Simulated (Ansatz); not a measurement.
# CoO: a failed or faulty run and its cure

System: CoO (2 atoms in the cell).
Method of run 1: DFT PBEsol, scalar-relativistic, plane waves, PAW (Ansatz 0.2.0).

The structure derives from an entry of the Crystallography Open Database. Text and figures count atoms from 1; the logs count them from 0 in places.

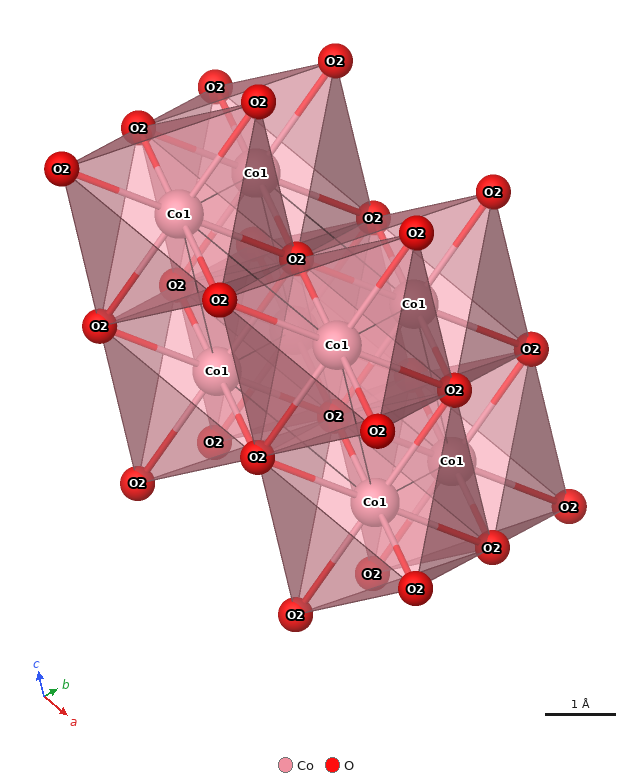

**Figure 1.** The input geometry (polyhedral view of the cell of the calculation, seen slightly off an axis; polyhedra are completed across the faces of the cell; atoms are numbered from 1 in the order of the input). An atom can appear more than once, as a periodic image.

The input, run 1:
```yaml
crystal:
  lattice:
    - [-1.5080001529, 1.5080001529, 2.1072499549]
    - [1.5080001529, -1.5080001529, 2.1072499549]
    - [1.5080001529, 1.5080001529, -2.1072499549]
  atoms:
    - { symbol: Co, position: [0.0, 0.0, 0.0], spin: 2.74 }
    - { symbol: O, position: [0.5, 0.5, 0.0], spin: 0.38 }
basis:
  ecutwfc: 420
kpoints:
  mp_grid: { grid: [20, 20, 20] }
  mesh: [4, 4, 4]
hamiltonian:
  xc: pbesol
scf:
  occupations: { method: gaussian, width: 0.1 }
output:
  forces: true
  stress: true
  eigenvalues: true
  populations: true
magnetization:
  spin_polarized: true
```

Launched with:
```bash
ansatz run input.yaml --threads 1 --pin off --max-ram 2560MiB --backend cpu --events-out ev --progress --plain --runs-dir out
```

Hardware: 1 thread of Intel Xeon @ 2.50GHz (Skylake/Cascade Lake), 189 GiB of memory available, shared host.

Output (run 1):
```
Error: YAML parse error: error: line 13 column 3: unknown field `mesh`, expected one of mp_grid, list, band_path, initial_grid, further_shifts
  --> <input>:13:3
   |
11 | kpoints:
12 |   mp_grid: { grid: [20, 20, 20] }
13 |   mesh: [4, 4, 4]
   |   ^ unknown field `mesh`, expected one of mp_grid, list, band_path, initial_grid, further_shifts
14 | hamiltonian:
15 |   xc: pbesol
   |
```

> Diagnose this run and give a change of the input that cures it.

The program refused the input: “YAML parse error: error: line 13 column 3: unknown field `mesh`, expected one of mp_grid, list, band_path, initial_grid, further_shifts --> <input>:13:3 | 11 | kpoints: 12 | mp_grid: { grid: [20, 20, 20] } 13 | mesh: [4, 4, 4] | ^ unknown field `mesh`, expected one of mp_grid, list, band_path, initial_grid, …”

A run of the same system that converges differs from this input as follows (lines with − go, lines with + come):
```diff
-  mesh: [4, 4, 4]
+  eigensolver: { kind: davidson }
```

Output, shortened to warnings, some set-up lines, iterations and results (run 2):
```
Basis set: ecut = 420 eV, 339 PW (Γ), exchange–correlation on 48×48×48 points (8 copies of the dense FFT grid, shifted against one another)
Symmetry: 16 space group operations
k-points: 641 of 8000
Initial density: superposition of atomic densities (chi_scale 0.1, normalization cell, long waves kept (reshape's long-wave potential 0.00 eV rms))
[...]
SCF iter   1: F=—  HF=-5651.359624 eV  |F-HF|=—  |Δ(HF+E_count)|=         —  Δρ=1.78e-1 (↑8.25e-2 ↓1.78e-1)  dr2=8.11e0  dr2_m=1.02e0  M=1.995 μB ∫|m|=1.995 μB  β_m=0.30  …
SCF iter   2: F=—  HF=-5651.221856 eV  |F-HF|=—  |Δ(HF+E_count)|=   1.38e-1  Δρ=7.06e-2 (↑3.80e-2 ↓7.06e-2)  dr2=1.73e0  dr2_m=1.47e-1  M=2.278 μB ∫|m|=2.280 μB  β_m=0.39  …
SCF iter   3: F=—  HF=-5651.528333 eV  |F-HF|=—  |Δ(HF+E_count)|=   3.06e-1  Δρ=4.14e-2 (↑2.42e-2 ↓4.14e-2)  dr2=1.12e-1  dr2_m=1.18e-1  M=2.680 μB ∫|m|=2.685 μB  β_m=0.50  …
SCF iter   4: F=—  HF=-5651.991094 eV  |F-HF|=—  |Δ(HF+E_count)|=   4.63e-1  Δρ=5.04e-2 (↑2.17e-2 ↓5.04e-2)  dr2=2.07e-1  dr2_m=1.79e-1  M=2.876 μB ∫|m|=2.885 μB  β_m=0.69  …
SCF iter   5: F=—  HF=-5652.232496 eV  |F-HF|=—  |Δ(HF+E_count)|=   2.41e-1  Δρ=1.45e-2 (↑1.45e-2 ↓9.55e-3)  dr2=4.57e-2  dr2_m=1.31e-2  M=2.966 μB ∫|m|=2.979 μB  β_m=0.69  …
SCF iter   6: F=—  HF=-5652.259740 eV  |F-HF|=—  |Δ(HF+E_count)|=   2.72e-2  Δρ=8.75e-3 (↑5.30e-3 ↓8.75e-3)  dr2=7.57e-3  dr2_m=6.53e-3  M=2.958 μB ∫|m|=2.974 μB  β_m=0.68  …
SCF iter   7: F=—  HF=-5652.261983 eV  |F-HF|=—  |Δ(HF+E_count)|=   2.24e-3  Δρ=4.24e-3 (↑1.09e-3 ↓4.24e-3)  dr2=2.49e-3  dr2_m=7.27e-4  M=2.954 μB ∫|m|=2.970 μB  β_m=0.69  …
SCF iter   8: F=—  HF=-5652.262115 eV  |F-HF|=—  |Δ(HF+E_count)|=   1.33e-4  Δρ=8.48e-4 (↑1.69e-4 ↓8.48e-4)  dr2=9.58e-5  dr2_m=3.01e-5  M=2.954 μB ∫|m|=2.971 μB  β_m=0.84  …
SCF iter   9: F=—  HF=-5652.262114 eV  |F-HF|=—  |Δ(HF+E_count)|=   1.15e-6  Δρ=1.91e-4 (↑1.04e-4 ↓1.91e-4)  dr2=2.18e-6  dr2_m=3.56e-6  M=2.955 μB ∫|m|=2.972 μB  β_m=0.92  …
SCF iter  10: F=—  HF=-5652.262115 eV  |F-HF|=—  |Δ(HF+E_count)|=   7.61e-7  Δρ=4.22e-5 (↑2.42e-5 ↓4.22e-5)  dr2=9.42e-8  dr2_m=1.24e-7  M=2.955 μB ∫|m|=2.972 μB  β_m=0.96  …
SCF iter  11: F=—  HF=-5652.262115 eV  |F-HF|=—  |Δ(HF+E_count)|=   5.12e-8  Δρ=3.93e-5 (↑1.35e-5 ↓3.93e-5)  dr2=1.73e-7  dr2_m=1.03e-7  M=2.955 μB ∫|m|=2.972 μB  β_m=0.98  …
SCF iter  12: F=—  HF=-5652.262115 eV  |F-HF|=—  |Δ(HF+E_count)|=   6.78e-9  Δρ=5.01e-6 (↑3.32e-6 ↓5.01e-6)  dr2=1.03e-9  dr2_m=2.20e-9  M=2.955 μB ∫|m|=2.972 μB  β_m=0.99  …
SCF iter  13: F=-5652.262115 eV  HF=-5652.262115 eV  |F-HF|=8.01e-10  |Δ(HF+E_count)|=  8.49e-10  Δρ=2.28e-6 (↑1.61e-6 ↓2.28e-6)  dr2=9.95e-10  dr2_m=4.60e-10  M=2.955 μB …
SCF 1 converged in 13 iterations: F = -5652.262115 eV  dr2 = 9.95e-10
  Residual-converged pass: ⟨swp⟩=1.3  Hψ=23485  notcnv=0  max |occ|·‖R‖ = 6.7e-6 eV (tolerance 6.7e-6 eV)  dr2=9.95e-10  dr2_m=4.60e-10  dr2_onsite=4.50e-10  max |Δocc| = 2.8e-11
the search or the solves at the SCF's close seem to have found levels that the self-consistency loop had missed (the run counts 3). By its estimate they hold under 1e-12 electrons; where the run keeps them, the occupations were computed again with them
SCF converged after 13 iterations
Magnetization: 2.9554 μB (12.9777 up, 10.0223 down)
Absolute magnetization: 2.9722 μB (∫|ρ↑−ρ↓|, with the PAW one-centre terms)
Spin contamination: 0.0075 ħ² per cell (⟨S²⟩ above its minimum at these occupations)
Per-site moments (μB) at R_I (Å): [(2.491421706147385, 0.8692406063962499), (0.3409410836949772, 0.8692406063962499)]
Free energy (F): -5652.262115 eV
Harris-Foulkes:  -5652.262115 eV  (|F-HF|=8.01e-10)
Internal energy: -5652.242837 eV  (E = F + TS)
E sigma→0 (E₀):  -5652.252476 eV
Entropy (-TS):   -0.019278 eV (-9.639 meV/atom)
Fermi energy:    13.972862 eV
--- Per-component energies (eV) ---
  E_band       = -303.913460
  E_kinetic    = 616.815321
  E_local      = -3419.520731  (includes V_loc(G=0)·N_el)
  E_nonlocal   = 515.683381
  E_hartree    = 1400.955391
  E_xc         = -226.205443
  E_vxc        = -292.216487  (∫ρ·V_xc dr)
  E_paw        = -1638.206767  (= ΣΔE_a)
  E_vpaw       = -526.587569  (= ΣTr[D̂ρ^β])
  E_aug_tail   = 0.002443  (compensation charges beyond the density's cutoff)
  E_ewald      = -2901.990140
  E_core_change = 0.223707  (= ΣΔE_core)
  E_smearing   = -0.019278  (= −TS)
  E_closure    = -0.000000  (closes the sum)
  Σ components = -5652.262115   (vs F -5652.262115, Δ=0.00e0)
--- Forces (eV/Å), atoms counted from 1 ---
  atom   1  Co     0.00000000    -0.00000000    -0.00000000
  atom   2  O     -0.00000000     0.00000000     0.00000000
  max |Σ_I F_I| component: 3.94e-31 eV/Å
--- Stress (GPa, compression-positive) ---
       -9.223313       0.000000      -0.000000
        0.000000      -9.223313       0.000000
        0.000000       0.000000      -8.871853
  P = ⅓ Tr σ = -9.1062 GPa (-91.062 kbar)
--- Löwdin populations: 2 sites ---
  site symbol       q [e]    m [muB]
     0     Co     15.9203     2.5322
     1      O      6.9509     0.4296
  spilling = 0.005597 (of n_electrons = 23.000000)
```

The two runs side by side:

| quantity | run 1 | run 2 |
| --- | --- | --- |
| outcome | refused | converged |
| free energy per atom (eV) | – | −2826.1311 |
| gap on the mesh (eV) | – | 0.00 |
| net moment of the cell (μB) | – | 2.96 |
| absolute moment of the cell (μB) | – | 2.97 |
| pressure (GPa) | – | −9.11 |
| volume per atom (Å³) | – | 9.58 |
| largest force (eV/Å) | – | 0.000 |
| SCF iterations | – | 13 |
| irreducible k-points | – | 641 |
| plane waves at Γ | – | 339 |

Notes on run 2: The cell is under a tension of 9.1 GPa at this level, so it is not at its equilibrium volume.
